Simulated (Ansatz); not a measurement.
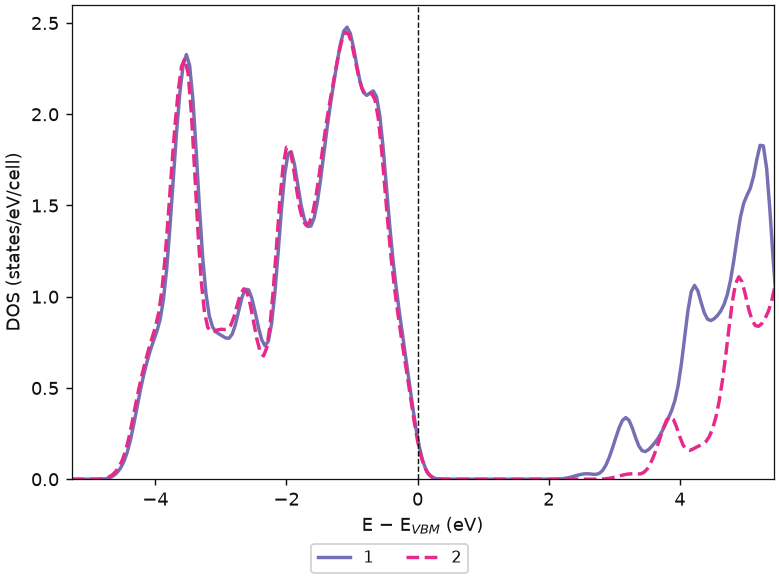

Total densities of states of MgS, space group I4/mmm, 2 atoms in the cell, rocksalt type, biaxial (xy) strain +4.5%, by two methods on the same cell. The curves are built from the levels of the k mesh with Gaussians 0.3 eV wide, which also blur the band edges. Each is counted from its own valence-band top.

**Which curve is which? The methods: r2SCAN, PBE.**

1 is PBE; 2 is r2SCAN. PBE gives a gap of 2.43 eV and r2SCAN gives a gap of 3.10 eV.

Settings. PBE: DFT, PBE, plane waves, PAW, no spin polarisation, 8×8×8 k mesh, 420 eV cutoff (Ansatz). r2SCAN: DFT, r2SCAN, plane waves, PAW, no spin polarisation, 8×8×8 k mesh, 500 eV cutoff (Ansatz 0.2.0).
